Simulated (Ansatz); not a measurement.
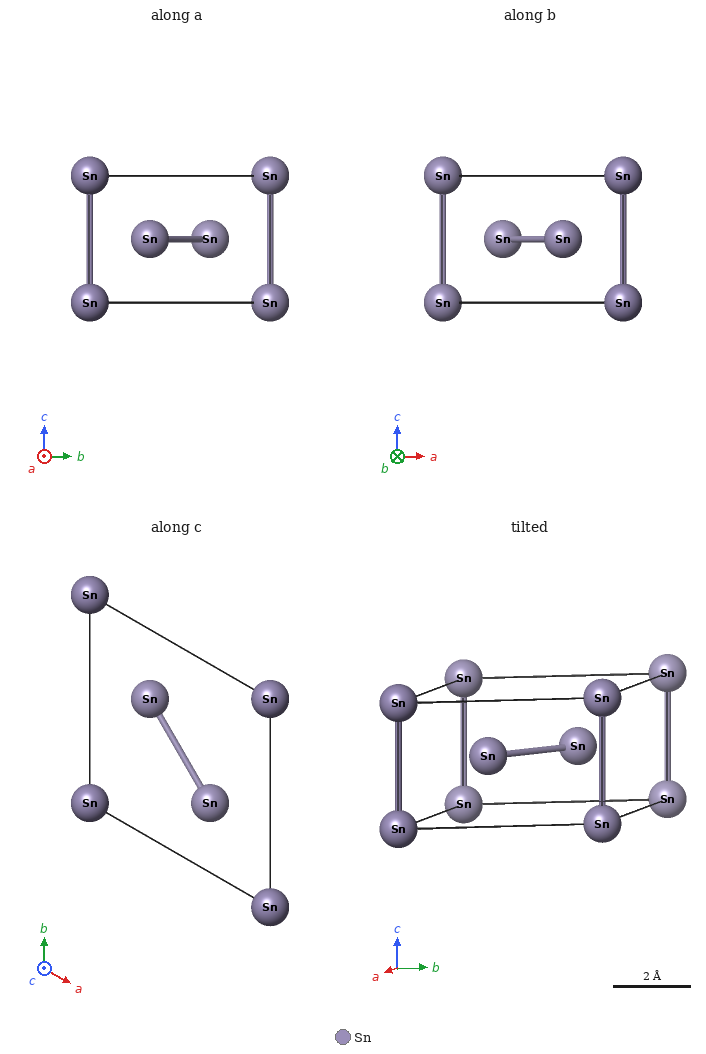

The image is a ball-and-stick drawing of a crystal, viewed along the a axis, along the b axis, along the c axis and slightly off an axis. The conventional unit cell is drawn as a box.

Lattice parameters: a = 5.410 Å, b = 5.410 Å, c = 3.298 Å, α = 90.00°, β = 90.00°, γ = 120.00°.

Question: Put the structure into a table of Wyckoff sites.

Answer: Space group P6/mmm (No. 191).
```json
{"atom": "Sn", "site": "1a", "x": "0.0000", "y": "0.0000", "z": "0.0000"}
{"atom": "Sn", "site": "2d", "x": "0.3333", "y": "0.6667", "z": "0.5000"}
```

Origin of the cell: a structure type filled with this element by a generator (whether the element takes this form wasn't checked). What is shown is the relaxed result from DFT, PBE, plane waves (420 eV) with PAW, scalar-relativistic (Ansatz 0.2.0).
